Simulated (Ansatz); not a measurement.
## C24H: geometry relaxation (part 1 of 3)

- system: C24H (slab, 25 atoms in the cell)
- method: DFT PBE+D3(BJ), scalar-relativistic, plane waves, PAW, no spin polarisation (Ansatz 0.2.0)

The structure derives from a Materials Project entry. The input holds or restrains some coordinates. Forces given for the steps count only the free coordinates.

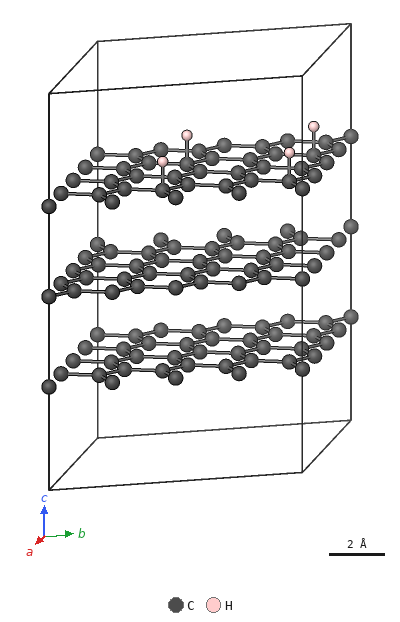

Figure 1. The input geometry (ball-and-stick view of the 2 × 2 repeat of the cell, with the vacuum cut short, seen slightly off an axis). An atom can appear more than once, as a periodic image. Near neighbours in the periodic cell (some may lie outside the picture): C has 3 C at 1.42 Å; C has 3 C at 1.42 Å and 1 H at 1.08 Å; H has 1 C at 1.08 Å.

**The input**
```yaml
crystal:
  lattice:
    - [4.9299480855, 0.0, 0.0]
    - [-2.4649740427, 4.2694602813, 0.0]
    - [0.0, 0.0, 25.7441729792]
  atoms:
    - { symbol: C, position: [0.0, 0.0, 0.3301718026] }
    - { symbol: C, position: [0.0, 0.5, 0.3301718026] }
    - { symbol: C, position: [0.5, 0.0, 0.3301718026] }
    - { symbol: C, position: [0.5, 0.5, 0.3301718026] }
    - { symbol: C, position: [0.1666666667, 0.3333333333, 0.3301718026] }
    - { symbol: C, position: [0.1666666667, 0.8333333333, 0.3301718026] }
    - { symbol: C, position: [0.6666666667, 0.3333333333, 0.3301718026] }
    - { symbol: C, position: [0.6666666667, 0.8333333333, 0.3301718026] }
    - { symbol: C, position: [0.0, 0.0, 0.4611562585] }
    - { symbol: C, position: [0.0, 0.5, 0.4611562585] }
    - { symbol: C, position: [0.5, 0.0, 0.4611562585] }
    - { symbol: C, position: [0.5, 0.5, 0.4611562585] }
    - { symbol: C, position: [0.3333333333, 0.1666666667, 0.4611562585] }
    - { symbol: C, position: [0.3333333333, 0.6666666667, 0.4611562585] }
    - { symbol: C, position: [0.8333333333, 0.1666666667, 0.4611562585] }
    - { symbol: C, position: [0.8333333333, 0.6666666667, 0.4611562585] }
    - { symbol: C, position: [0.0, 0.0, 0.5921407144] }
    - { symbol: C, position: [0.0, 0.5, 0.5921407144] }
    - { symbol: C, position: [0.5, 0.0, 0.5921407144] }
    - { symbol: C, position: [0.5, 0.5, 0.5921407144] }
    - { symbol: C, position: [0.1666666667, 0.3333333333, 0.5921407144] }
    - { symbol: C, position: [0.1666666667, 0.8333333333, 0.5921407144] }
    - { symbol: C, position: [0.6666666667, 0.3333333333, 0.5921407144] }
    - { symbol: C, position: [0.6666666667, 0.8333333333, 0.5921407144] }
    - { symbol: H, position: [0.6666666667, 0.8333333333, 0.6340919552] }
basis:
  ecutwfc: 420
kpoints:
  mp_grid: { grid: [6, 6, 1] }
hamiltonian:
  xc: pbe
  dispersion: d3bj
scf:
  occupations: { method: gaussian, width: 0.1 }
output:
  forces: true
  eigenvalues: true
  write_density: true
  write_potential: true
  elf: true
  volumetric_format: npy
relax:
  adjacent_minimum: "off"
  f_tol: 0.03
  max_steps: 70
  constraints: [{ sites: [0, 1, 2, 3, 4, 5, 6, 7] }]
efield:
  axis: 3
  dipole_correction: true
```

Machine: 2 threads of Intel Xeon (Granite Rapids), 32 GiB of memory available, shared host.

Launched with:
```bash
ansatz run input.yaml --threads 2 --pin off --max-ram 5120MiB --backend cpu --events-out ev --progress --plain --runs-dir out
```

**Output**
```
Engine: ansatz 0.2.0, x86_64-unknown-linux-gnu
Pseudopotentials: kind: paw
Pseudopotential: C, paw, valence charge 4, recommended cutoff 420 eV (normal), C.paw.azcp
Pseudopotential: H, paw, valence charge 1, recommended cutoff 420 eV (normal), H.paw.azcp
Functional definition: PBE
  parameter kappa = 0.804
  parameter beta = 0.06672455060314922
  exchange = pbe_x(kappa = kappa, mu = beta*pi^2/3)
  correlation = pbe_c(beta = beta)
Crystal: 25 atoms, lattice volume = 541.869 Å³
Basis set: ecut = 420 eV, 10581 PW (Γ), exchange–correlation on 72×72×360 points (8 copies of the dense FFT grid, shifted against one another)
Bands: 74, of which v1, the nominal top of the filled ones, is band 49 counted from 1 (48 counted from 0)
Symmetry: 6 space group operations
Space group: P3m1 (ITA 156), of the structure as read, at distance tolerance 8.2e-5 Å
k-points: 7 of 36 (time reversal used)
Non-local potential: C, projectors of the file, l = 0: 2, l = 1: 2, l = 2: 1
Non-local potential: H, projectors of the file, l = 0: 2, l = 1: 1
PAW form: soft (Blöchl's): semilocal exchange-correlation on the pseudo side does not see the compensation charge
PAW one-centre angular grid: C, 110 points (default); XC on 64 Gauss nodes
PAW one-centre angular grid: H, 110 points (default); XC on 64 Gauss nodes
Initial density: superposition of atomic densities (neutral atoms: chi_scale 0, normalization atom), corrected by the library's trained network
Initial wavefunctions: pseudopotential atomic-orbital guess
Functional: x = pbe(κ = 0.804, μ = 0.2195149727645171), c = pbe(β = 0.06672455060314922)
SCF iter   1: F=—  HF=-6039.083099 eV  |F-HF|=—  |Δ(HF+E_count)|=         —  Δρ=3.79e-3  dr2=7.04e-1  ethr=1.77e-3  p=0.010 e·Å  D=3.33e-3 V/Å  ΔV_dip=-0.09 eV  dr2_dipole=2.85e-1  V_vac-E_F(+/−)=3.96/4.04 eV  ⟨swp⟩=14.7  Hψ=4097  notcnv=0  defer=58
efield: sawtooth ramp at fractional position 0.9321 (placed from the atoms, in the widest stretch of the axis that holds none; the zero of the levels goes with the place), width 0.1000; the density the first Hamiltonian is built on has a dipole p = 0.010 e·Å; the dipole correction subtracts the counter field D = 3.33e-3 V/Å, which shifts the + side's vacuum level by -0.09 eV against the − side's; the planar-averaged density in the ramp window peaks in size at 2.6e-5 e/Å³
preconditioner: auto → LDOS  [insulator: Δε(μ)=0.112 eV  Ē_g=14.912 eV  σ=0.100 eV  W_gap=0.57  n_scr=82 (ndim 8)  ℏωp=15.7 eV  f_vac=0.591  D(μ)=5.38/eV (n_scr^D=10)  ε∞_Penn≈2.1  β→1.0]
SCF iter   2: F=—  HF=-6039.024822 eV  |F-HF|=—  |Δ(HF+E_count)|=   5.83e-2  Δρ=3.16e-3  dr2=2.37e-1  ethr=7.26e-4  p=0.155 e·Å  D=5.16e-2 V/Å  ΔV_dip=-1.33 eV  dr2_dipole=3.80e-2  V_vac-E_F(+/−)=3.15/4.47 eV  ⟨swp⟩=2.7  Hψ=684  notcnv=0  defer=123
SCF iter   3: F=—  HF=-6039.050378 eV  |F-HF|=—  |Δ(HF+E_count)|=   2.56e-2  Δρ=2.50e-3  dr2=2.99e-1  ethr=2.44e-4  p=0.048 e·Å  D=1.59e-2 V/Å  ΔV_dip=-0.41 eV  dr2_dipole=1.42e-1  V_vac-E_F(+/−)=3.13/3.54 eV  ⟨swp⟩=2.3  Hψ=778  notcnv=0  defer=123
SCF iter   4: F=—  HF=-6038.993408 eV  |F-HF|=—  |Δ(HF+E_count)|=   5.70e-2  Δρ=1.28e-3  dr2=7.34e-2  ethr=2.44e-4  p=0.139 e·Å  D=4.63e-2 V/Å  ΔV_dip=-1.19 eV  dr2_dipole=3.05e-2  V_vac-E_F(+/−)=3.00/4.19 eV  ⟨swp⟩=2.1  Hψ=716  notcnv=0  defer=117
SCF iter   5: F=—  HF=-6038.990882 eV  |F-HF|=—  |Δ(HF+E_count)|=   2.53e-3  Δρ=1.22e-3  dr2=5.82e-2  ethr=7.57e-5  p=0.172 e·Å  D=5.73e-2 V/Å  ΔV_dip=-1.47 eV  dr2_dipole=1.96e-2  V_vac-E_F(+/−)=2.86/4.33 eV  ⟨swp⟩=1.1  Hψ=390  notcnv=0  defer=117
SCF iter   6: F=—  HF=-6038.988445 eV  |F-HF|=—  |Δ(HF+E_count)|=   2.44e-3  Δρ=8.06e-4  dr2=4.88e-3  ethr=6.00e-5  p=0.160 e·Å  D=5.35e-2 V/Å  ΔV_dip=-1.38 eV  dr2_dipole=9.56e-7  V_vac-E_F(+/−)=2.87/4.25 eV  ⟨swp⟩=1.0  Hψ=388  notcnv=0  defer=117
SCF iter   7: F=—  HF=-6038.987801 eV  |F-HF|=—  |Δ(HF+E_count)|=   6.44e-4  Δρ=5.60e-4  dr2=2.31e-3  ethr=5.03e-6  p=0.163 e·Å  D=5.45e-2 V/Å  ΔV_dip=-1.40 eV  dr2_dipole=2.88e-5  V_vac-E_F(+/−)=2.86/4.26 eV  ⟨swp⟩=2.1  Hψ=706  notcnv=0  defer=116
SCF iter   8: F=—  HF=-6038.988341 eV  |F-HF|=—  |Δ(HF+E_count)|=   5.41e-4  Δρ=6.60e-4  dr2=1.98e-2  ethr=2.38e-6  p=0.173 e·Å  D=5.77e-2 V/Å  ΔV_dip=-1.48 eV  dr2_dipole=7.92e-3  V_vac-E_F(+/−)=2.83/4.32 eV  ⟨swp⟩=2.0  Hψ=614  notcnv=0  defer=116  recentre
SCF iter   9: F=—  HF=-6038.987367 eV  |F-HF|=—  |Δ(HF+E_count)|=   9.74e-4  Δρ=2.10e-4  dr2=3.16e-4  ethr=2.38e-6  p=0.165 e·Å  D=5.52e-2 V/Å  ΔV_dip=-1.42 eV  dr2_dipole=5.14e-7  V_vac-E_F(+/−)=2.85/4.27 eV  ⟨swp⟩=2.1  Hψ=497  notcnv=0  defer=116
SCF iter  10: F=—  HF=-6038.987455 eV  |F-HF|=—  |Δ(HF+E_count)|=   8.79e-5  Δρ=1.80e-4  dr2=2.51e-3  ethr=3.25e-7  p=0.164 e·Å  D=5.46e-2 V/Å  ΔV_dip=-1.41 eV  dr2_dipole=1.05e-3  V_vac-E_F(+/−)=2.85/4.26 eV  ⟨swp⟩=2.0  Hψ=706  notcnv=0  defer=116  recentre
SCF iter  11: F=—  HF=-6038.987374 eV  |F-HF|=—  |Δ(HF+E_count)|=   8.12e-5  Δρ=6.25e-5  dr2=1.44e-4  ethr=3.25e-7  p=0.167 e·Å  D=5.56e-2 V/Å  ΔV_dip=-1.43 eV  dr2_dipole=5.91e-5  V_vac-E_F(+/−)=2.84/4.28 eV  ⟨swp⟩=2.0  Hψ=497  notcnv=0  defer=116
SCF iter  12: F=-6038.987367 eV  HF=-6038.987370 eV  |F-HF|=2.48e-6  |Δ(HF+E_count)|=   4.28e-6  Δρ=1.95e-5  dr2=5.42e-6  ethr=2.32e-8  p=0.166 e·Å  D=5.54e-2 V/Å  ΔV_dip=-1.43 eV  dr2_dipole=1.72e-6  V_vac-E_F(+/−)=2.85/4.27 eV  ⟨swp⟩=38.9  Hψ=6106  notcnv=0
SCF 1 converged in 12 iterations: F = -6038.987367 eV  dr2 = 5.42e-6
  greatest PAW one-centre occupation: 0.683 electrons in one spin orbital (limit 2), on the C atom at site 23 (counted from 0), in its partial waves of l = 0
relax step   1: F+E_penalty+E_count = -6038.98736703 eV  Δ(F+E_penalty+E_count) = +0.000e0 eV  max|allowed force component| = 2.938e0 eV/Å  Δτ_max = 0.0000 Å  (12 SCF iters, dr2 threshold 2.25e-5 eV, accepted)
Initial density: handed on by an earlier stage of this run
Initial wavefunctions: those handed on with the density
iter 1 solved again at ethr=1.07e-3 eV; its pass at ethr=3.10e-3 eV (dr2=1.03e0 eV) is discarded
SCF iter   1: F=—  HF=-6039.793959 eV  |F-HF|=—  |Δ(HF+E_count)|=         —  Δρ=1.23e-2  dr2=1.04e0  ethr=1.07e-3  p=0.166 e·Å  D=5.54e-2 V/Å  ΔV_dip=-1.43 eV  dr2_dipole=1.49e-1  V_vac-E_F(+/−)=3.05/4.47 eV  ⟨swp⟩=1.0  Hψ=1932  notcnv=0  defer=123
efield: sawtooth ramp at fractional position 0.9321 (handed on by an earlier solve), width 0.1000; the density the first Hamiltonian is built on has a dipole p = 0.166 e·Å; the dipole correction subtracts the counter field D = 5.54e-2 V/Å, which shifts the + side's vacuum level by -1.43 eV against the − side's; the planar-averaged density in the ramp window peaks in size at 7.9e-7 e/Å³
preconditioner: auto → LDOS  [metal: Δε(μ)=0.091 eV  Ē_g=14.652 eV  σ=0.100 eV  W_gap=0.43  n_scr=82 (ndim 8)  ℏωp=15.7 eV  f_vac=0.595  D(μ)=6.86/eV (n_scr^D=30)  β→1.0]
SCF iter   2: F=—  HF=-6039.641357 eV  |F-HF|=—  |Δ(HF+E_count)|=   1.53e-1  Δρ=6.05e-3  dr2=3.70e-1  ethr=1.07e-3  p=0.140 e·Å  D=4.67e-2 V/Å  ΔV_dip=-1.20 eV  dr2_dipole=1.30e-2  V_vac-E_F(+/−)=3.02/4.22 eV  ⟨swp⟩=3.0  Hψ=758  notcnv=0  defer=123
SCF iter   3: F=—  HF=-6039.592092 eV  |F-HF|=—  |Δ(HF+E_count)|=   4.93e-2  Δρ=2.79e-3  dr2=6.63e-2  ethr=3.82e-4  p=0.146 e·Å  D=4.89e-2 V/Å  ΔV_dip=-1.26 eV  dr2_dipole=1.33e-2  V_vac-E_F(+/−)=3.04/4.30 eV  ⟨swp⟩=2.0  Hψ=847  notcnv=0  defer=131
SCF iter   4: F=—  HF=-6039.590107 eV  |F-HF|=—  |Δ(HF+E_count)|=   1.98e-3  Δρ=1.95e-3  dr2=3.12e-2  ethr=6.83e-5  p=0.147 e·Å  D=4.89e-2 V/Å  ΔV_dip=-1.26 eV  dr2_dipole=5.32e-3  V_vac-E_F(+/−)=3.05/4.31 eV  ⟨swp⟩=2.0  Hψ=658  notcnv=0  defer=131
SCF iter   5: F=—  HF=-6039.587607 eV  |F-HF|=—  |Δ(HF+E_count)|=   2.50e-3  Δρ=1.34e-3  dr2=1.38e-2  ethr=3.21e-5  p=0.141 e·Å  D=4.70e-2 V/Å  ΔV_dip=-1.21 eV  dr2_dipole=1.73e-4  V_vac-E_F(+/−)=3.07/4.28 eV  ⟨swp⟩=2.0  Hψ=602  notcnv=0  defer=131
SCF iter   6: F=—  HF=-6039.585993 eV  |F-HF|=—  |Δ(HF+E_count)|=   1.61e-3  Δρ=8.64e-4  dr2=6.44e-3  ethr=1.42e-5  p=0.139 e·Å  D=4.63e-2 V/Å  ΔV_dip=-1.19 eV  dr2_dipole=8.93e-5  V_vac-E_F(+/−)=3.09/4.29 eV  ⟨swp⟩=2.0  Hψ=611  notcnv=0  defer=131
SCF iter   7: F=—  HF=-6039.584914 eV  |F-HF|=—  |Δ(HF+E_count)|=   1.08e-3  Δρ=5.71e-4  dr2=1.85e-3  ethr=6.64e-6  p=0.134 e·Å  D=4.46e-2 V/Å  ΔV_dip=-1.15 eV  dr2_dipole=2.64e-6  V_vac-E_F(+/−)=3.14/4.29 eV  ⟨swp⟩=2.0  Hψ=714  notcnv=0  defer=131
SCF iter   8: F=—  HF=-6039.584480 eV  |F-HF|=—  |Δ(HF+E_count)|=   4.33e-4  Δρ=2.06e-4  dr2=2.52e-4  ethr=1.90e-6  p=0.132 e·Å  D=4.42e-2 V/Å  ΔV_dip=-1.14 eV  dr2_dipole=2.70e-8  V_vac-E_F(+/−)=3.15/4.29 eV  ⟨swp⟩=2.0  Hψ=765  notcnv=0  defer=131
SCF iter   9: F=—  HF=-6039.584671 eV  |F-HF|=—  |Δ(HF+E_count)|=   1.91e-4  Δρ=8.25e-5  dr2=6.92e-5  ethr=2.60e-7  p=0.131 e·Å  D=4.36e-2 V/Å  ΔV_dip=-1.12 eV  dr2_dipole=1.45e-5  V_vac-E_F(+/−)=3.16/4.28 eV  ⟨swp⟩=2.0  Hψ=688  notcnv=0  defer=131
SCF iter  10: F=-6039.584681 eV  HF=-6039.584674 eV  |F-HF|=7.12e-6  |Δ(HF+E_count)|=   2.84e-6  Δρ=5.37e-5  dr2=1.71e-5  ethr=7.13e-8  p=0.131 e·Å  D=4.37e-2 V/Å  ΔV_dip=-1.12 eV  dr2_dipole=3.08e-7  V_vac-E_F(+/−)=3.16/4.29 eV  ⟨swp⟩=28.0  Hψ=5978  notcnv=0
SCF 2 converged in 10 iterations: F = -6039.584681 eV  dr2 = 1.71e-5
[... from here on the iterations of each SCF are left out, up to the last one ...]
relax step   2: F+E_penalty+E_count = -6039.58468080 eV  Δ(F+E_penalty+E_count) = -5.973e-1 eV  max|allowed force component| = 1.432e0 eV/Å  Δτ_max = 0.0899 Å  (10 SCF iters, dr2 threshold 1.00e-4 eV, accepted)
efield: sawtooth ramp at fractional position 0.9321 (handed on by an earlier solve), width 0.1000; the density the first Hamiltonian is built on has a dipole p = 0.131 e·Å; the dipole correction subtracts the counter field D = 4.37e-2 V/Å, which shifts the + side's vacuum level by -1.12 eV against the − side's; the planar-averaged density in the ramp window peaks in size at 7.1e-7 e/Å³
preconditioner: auto → LDOS  [metal: Δε(μ)=0.073 eV  Ē_g=14.603 eV  σ=0.100 eV  W_gap=0.39  n_scr=82 (ndim 8)  ℏωp=15.7 eV  f_vac=0.593  D(μ)=6.88/eV (n_scr^D=30)  β→1.0]
SCF 3 converged in 15 iterations: F = -6039.792774 eV  dr2 = 4.09e-5
relax step   3: F+E_penalty+E_count = -6039.79277395 eV  Δ(F+E_penalty+E_count) = -2.081e-1 eV  max|allowed force component| = 9.026e-1 eV/Å  Δτ_max = 0.1947 Å  (15 SCF iters, dr2 threshold 1.00e-4 eV, accepted)
efield: sawtooth ramp at fractional position 0.9321 (handed on by an earlier solve), width 0.1000; the density the first Hamiltonian is built on has a dipole p = 0.079 e·Å; the dipole correction subtracts the counter field D = 2.62e-2 V/Å, which shifts the + side's vacuum level by -0.68 eV against the − side's; the planar-averaged density in the ramp window peaks in size at 1.3e-6 e/Å³
preconditioner: auto → LDOS  [metal: Δε(μ)=0.057 eV  Ē_g=14.679 eV  σ=0.100 eV  W_gap=0.31  n_scr=82 (ndim 8)  ℏωp=15.7 eV  f_vac=0.593  D(μ)=8.61/eV (n_scr^D=54)  β→1.0]
SCF 4 converged in 6 iterations: F = -6039.795227 eV  dr2 = 4.66e-5
relax step   4: F+E_penalty+E_count = -6039.79522678 eV  Δ(F+E_penalty+E_count) = -2.453e-3 eV  max|allowed force component| = 5.159e-1 eV/Å  Δτ_max = 0.0398 Å  (6 SCF iters, dr2 threshold 1.00e-4 eV, accepted)
efield: sawtooth ramp at fractional position 0.9321 (handed on by an earlier solve), width 0.1000; the density the first Hamiltonian is built on has a dipole p = 0.088 e·Å; the dipole correction subtracts the counter field D = 2.94e-2 V/Å, which shifts the + side's vacuum level by -0.76 eV against the − side's; the planar-averaged density in the ramp window peaks in size at 7.5e-7 e/Å³
preconditioner: auto → LDOS  [metal: Δε(μ)=0.052 eV  Ē_g=14.715 eV  σ=0.100 eV  W_gap=0.28  n_scr=82 (ndim 8)  ℏωp=15.7 eV  f_vac=0.586  D(μ)=7.36/eV (n_scr^D=42)  β→1.0]
SCF 5 converged in 10 iterations: F = -6039.799158 eV  dr2 = 2.33e-5
```
